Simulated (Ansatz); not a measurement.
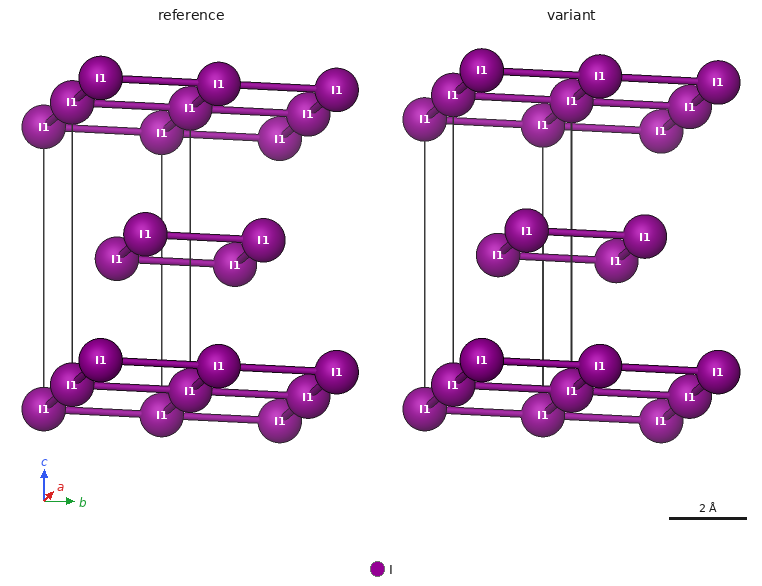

Left: solid I (set up in Fmmm). Right: the same structure after one change, at the same scale. Style: ball-and-stick. Shown: the larger cell on standard axes (2 times the calculation's cell), repeated 2 × 2 × 1 with one cell outlined, from a free direction.

All numbers below come from DFT PBEsol, scalar-relativistic, plane waves, PAW (Ansatz). (plane-wave cutoff 420 eV; k-point mesh 14 × 14 × 14; occupations gaussian; smearing width 0.1 eV; no spin polarisation)

### Which change leads from the left to the right?

The volume is changed by +3.0 %. The cell's shape and the atoms are relaxed at that volume.

### How do the computed properties respond?

The energy rises by 1.0 meV per atom. The pressure goes from 0.0 to −0.3 GPa. Both are metals. Cell: a = b 3.173 → 3.179 Å (+0.2 %), c 7.536 → 7.733 Å (+2.6 %). Volume +3.0 %. The atoms keep their places relative to the cell (all moves are under 0.005 Å). Near-neighbour distances before and after: I–I 3.173 → 3.179 Å. The space group stays Fmmm (No. 69).

Limits of the set-up: an odd number of electrons was run without spin polarisation, which fails if the electron would localise; layers or molecules are held without a dispersion correction, so their spacing is unreliable.
